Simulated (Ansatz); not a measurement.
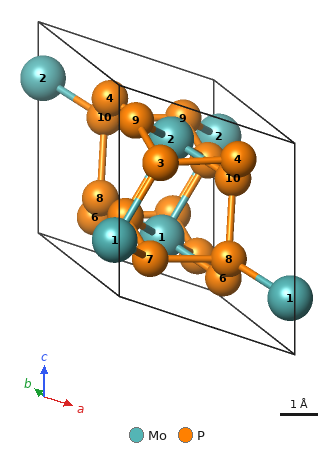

This is the input geometry for a relaxation of crystalline MoP$_{4}$ (set up in C2/c). Style: ball-and-stick. Shown: the conventional cell (2 times the calculation's cell), slightly off an axis. Lengths and directions refer to the drawn axes.

Case: biaxial strain in the a-b plane of -2.0 %; c and atoms relaxed.

All numbers below come from Ansatz, DFT PBEsol, scalar-relativistic, plane waves, PAW.

Input file:
```yaml
crystal:
  lattice:
    - [2.5939522269, -5.4460727227, 0.0047374647]
    - [2.5939522269, 5.4460727227, 0.0047374647]
    - [-1.9938266129, 0.0, 5.4730183253]
  atoms:
    - { symbol: Mo, position: [0.9420341229, 0.0579658771, 0.25] }
    - { symbol: Mo, position: [0.0579658771, 0.9420341229, 0.75] }
    - { symbol: P, position: [0.1826551318, 0.3747878835, 0.6804683653] }
    - { symbol: P, position: [0.6252121165, 0.8173448682, 0.8195316347] }
    - { symbol: P, position: [0.8173448682, 0.6252121165, 0.3195316347] }
    - { symbol: P, position: [0.3747878835, 0.1826551318, 0.1804683653] }
    - { symbol: P, position: [0.0569207565, 0.4964953371, 0.1890859718] }
    - { symbol: P, position: [0.5035046629, 0.9430792435, 0.3109140282] }
    - { symbol: P, position: [0.9430792435, 0.5035046629, 0.8109140282] }
    - { symbol: P, position: [0.4964953371, 0.0569207565, 0.6890859718] }
basis:
  ecutwfc: 420
kpoints:
  mp_grid: { grid: [8, 8, 8] }
hamiltonian:
  xc: pbesol
scf:
  occupations: { method: gaussian, width: 0.1 }
output:
  forces: true
  stress: true
  eigenvalues: true
relax:
  adjacent_minimum: "off"
  f_tol: 0.008
  max_steps: 40
  cell: { stress_tol: 0.015, fix: [a, b, gamma] }
```

Launched with:
```bash
ansatz run input.yaml --threads 2 --pin off --max-ram 5120MiB --backend cpu --events-out ev --progress --plain --runs-dir out
```

> Where does the relaxation end?

The largest moves relative to the cell, 0.012 Å, are those of P3, P4, P5 and P6. P6 goes roughly along [0 −1 −3]. Mo stays in place. The volume changes by −0.5 %, with a unchanged at 5.188 Å, b unchanged at 10.892 Å, c 5.825 → 5.801 Å (−0.4 %), β 109.9° → 110.0°. Near-neighbour distances that change, for instance: Mo1–P3 2.466 → 2.447 Å, P7–P9 2.224 → 2.207 Å, Mo1–P5 2.339 → 2.346 Å, P3–P9 2.198 → 2.203 Å. The space group stays C2/c (No. 15). The energy falls by 1.1 meV per atom in 4 accepted moves (5 points after the start). Largest force component: 0.16 eV/Å at the start, 0.0016 eV/Å at the end. The pressure goes from 5.53 to 6.17 GPa. At 1 point the geometry stayed and the basis and grid were re-selected for the new cell (energy shift of less than 0.05 meV per atom at most each time).

Step by step:

| step | E − E(0), meV/atom | largest force component, eV/Å | pressure, GPa | volume, Å³/atom | note |
| --- | --- | --- | --- | --- | --- |
| 0 | 0.00 | 0.1562 | 5.53 | 15.474 |  |
| 1 | -0.94 | 0.0983 | 6.42 | 15.372 |  |
| 2 | -1.11 | 0.0314 | 6.22 | 15.394 |  |
| 3 | -1.12 | 0.0069 | 6.15 | 15.398 |  |
| 4 | -1.12 | 0.0016 | 6.17 | 15.397 |  |
| 5 | -1.10 | 0.0016 | 6.17 | 15.397 | same geometry, new basis |
